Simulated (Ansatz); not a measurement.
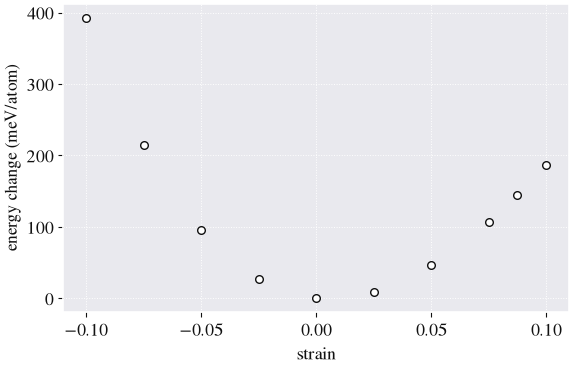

Plotted: energy change against strain.

Computed with Ansatz 0.2.0: homogeneous strain of a crystal along one Voigt pattern with engineering shear, fractional coordinates fixed, by plane-wave density functional theory with PAW datasets, free energies less that of the undisturbed cell, pressure positive in compression; scalar-relativistic. Level: PBE, no spin polarisation.

> For which of these solids was it computed?
A. Sn₃Se, Pm-3m (No. 221), 26.8 Å³/atom, strain pattern [0, 0, 0, 1, 0, 0]
B. Ru, P6_3/mmc (No. 194), 13.6 Å³/atom, strain pattern [0, 0, 1, 0, 0, 0]
C. TiAl, P4/mmm (No. 123), 16.3 Å³/atom, strain pattern [0, 0, 0, 1, 0, 0]

B, Ru: energy change from 0 meV/atom to 393 meV/atom. The others give: TiAl, energy change from 0.00 meV/atom to 2.24 meV/atom; Sn₃Se, energy change from 0.00 meV/atom to 0.03 meV/atom.

For Ru, limits of the calculation: reference crystal is not relaxed.

For TiAl, limits of the calculation: reference crystal is not relaxed.
